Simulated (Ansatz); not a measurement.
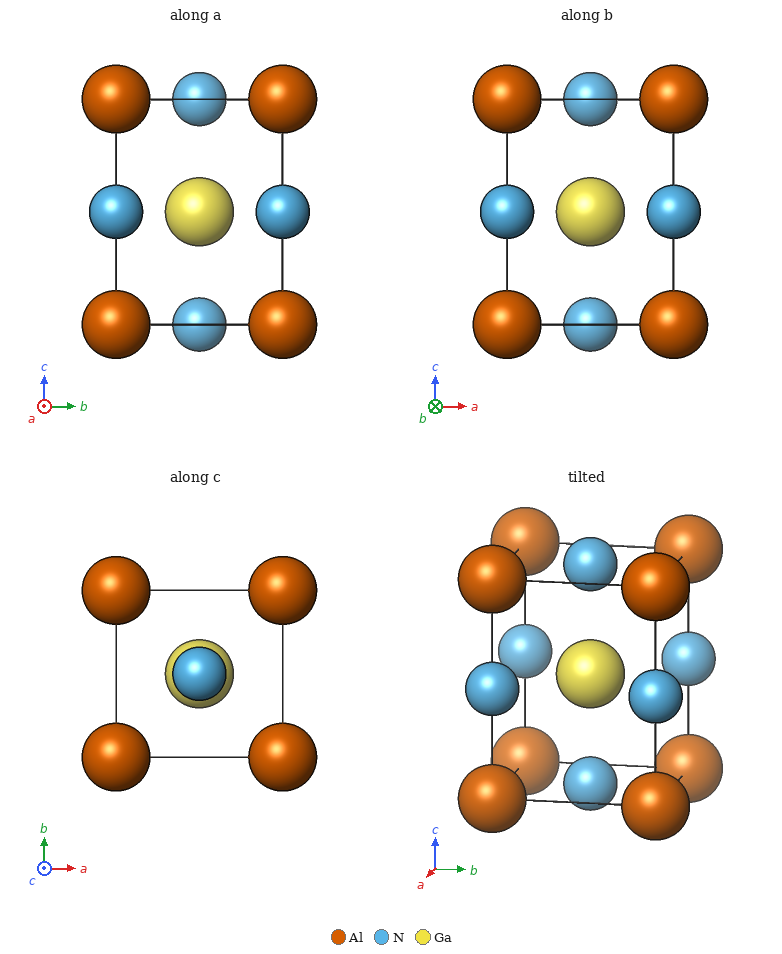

Figure: spheres-only view along the a axis, along the b axis, along the c axis and slightly off an axis. The wireframe shows the conventional unit cell.

Lattice parameters: a = 2.9226 Å, b = 2.9226 Å, c = 3.9527 Å, α = 90.000°, β = 90.000°, γ = 90.000°.

Put the structure into a CIF in P1 with every atom of the cell.

Answer.
```cif
data_structure
_symmetry_space_group_name_H-M 'P 1'
_symmetry_Int_Tables_number 1
_cell_length_a 2.9226
_cell_length_b 2.9226
_cell_length_c 3.9527
_cell_angle_alpha 90.000
_cell_angle_beta 90.000
_cell_angle_gamma 90.000
_cell_volume 33.76
loop_
_atom_site_label
_atom_site_type_symbol
_atom_site_fract_x
_atom_site_fract_y
_atom_site_fract_z
_atom_site_occupancy
Al1 Al 0.0000 0.0000 0.0000 1
N1 N 0.0000 0.0000 0.5000 1
Ga1 Ga 0.5000 0.5000 0.5000 1
N2 N 0.5000 0.5000 0.0000 1
```

Its origin is a structure type filled with these elements by a generator (whether the compound takes this form wasn't checked). The cell was then strained or its atoms displaced on purpose. It was run through Ansatz as a DFT input.

At this level of theory the cell isn't at rest (compressed, at 14 GPa), so its distances can differ from those at equilibrium, the more so the softer the solid.
